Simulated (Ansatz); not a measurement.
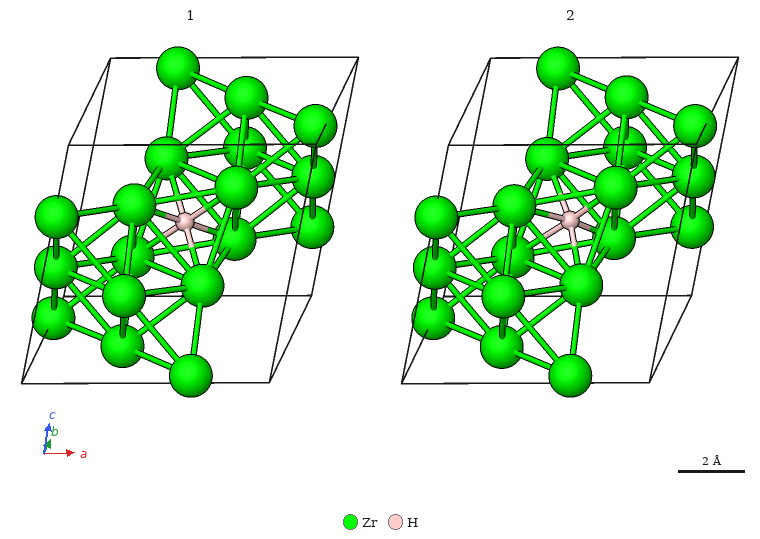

Two geometries of a defect cell of composition Zr$_{18}$H, drawn at one scale. One is the start of a relaxation, the other its converged end. Style: ball-and-stick. Shown: the cell of the calculation (origin shifted), from a free direction.

Computed with DFT PBE, scalar-relativistic, plane waves, PAW (Ansatz 0.2.0). (plane-wave cutoff 420 eV; k-point mesh 3 × 3 × 3; occupations gaussian; smearing width 0.1 eV; no spin polarisation; atoms relaxed in a fixed cell; force threshold 0.02 eV/Å; at most 60 steps)

Q: Which geometry has the lower energy?

A: Structure 1 is the relaxed one. Case: H interstitial, charge +0, atoms relaxed. After 2 accepted moves (4 points after the start) the energy has fallen by 67.1 meV per cell of the calculation. The largest force component goes from 0.38 to 0.017 eV/Å. The line search rejected the trial step at point 1 of the run. 1 step only repeated the SCF at the same geometry. The H atom moves most: 0.16 Å along [−3 0 −1]. Largest moves by element: H 0.16 Å, Zr 0.04 Å. The cell stays as it was. Near-neighbour distances that change, for instance: H–Zr 2.106 → 2.284 Å, H–Zr 2.438 → 2.318 Å, H–Zr 2.190 → 2.287 Å, H–Zr 2.363 → 2.297 Å. Bond angles that change, for instance: Zr–H–Zr 170.5° → 179.2°, Zr–H–Zr 171.5° → 179.3°, Zr–H–Zr 84.7° → 91.3°. Cost: 110 s on 4 threads of Intel(R) Xeon(R) Platinum 8488C (Sapphire Rapids), with other jobs on the host, peak memory 1.7 GiB.

Limits of the set-up: the periodic images lie only 7.6 Å apart, so the values are limited by the cell's size.
